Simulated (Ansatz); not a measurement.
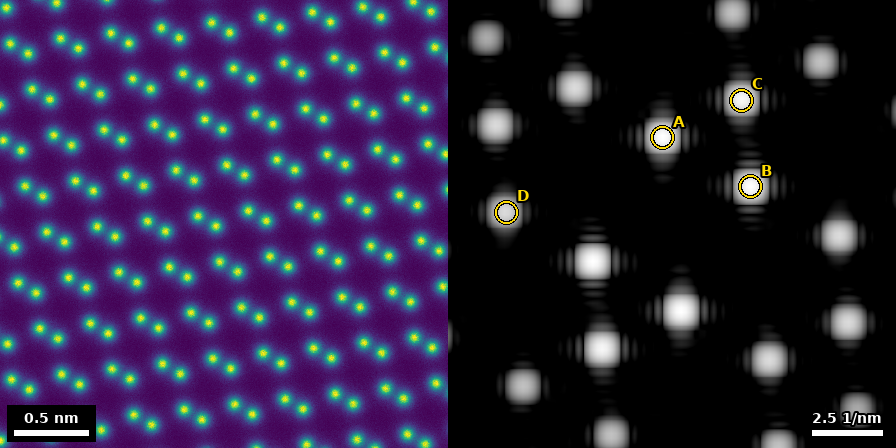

iDPC-like image of Ru (Fd-3m, No. 227) along [110]. Simulated as the projected potential of neutral atoms (B = 0.3 Å²) blurred by a 0.51 Å probe, the thin-sample limit of integrated differential phase contrast. Shot noise was added. Structure used: the geometry relaxed with DFT, BLYP, plane waves (420 eV) with PAW, scalar-relativistic (Ansatz 0.2.0); the starting structure was generated, so it need not be a known form of this composition.

The right panel is the modulus of the image's Fourier transform on a logarithmic scale.

a = 5.538 Å, b = 5.538 Å, c = 5.538 Å, α = 90.00°, β = 90.00°, γ = 90.00°

> Index the marked spots and give their plane spacings (the zone axis points at the viewer; indices equivalent by symmetry, or all signs reversed, are as good).

A: (1 -1 -1), d = 3.20 Å; B: (1 -1 1), d = 3.20 Å; C: (2 -2 0), d = 1.96 Å; D: (-1 1 -3), d = 1.67 Å. A and B enclose 71°, and every spot obeys the zone law hu + kv + lw = 0 for [110].
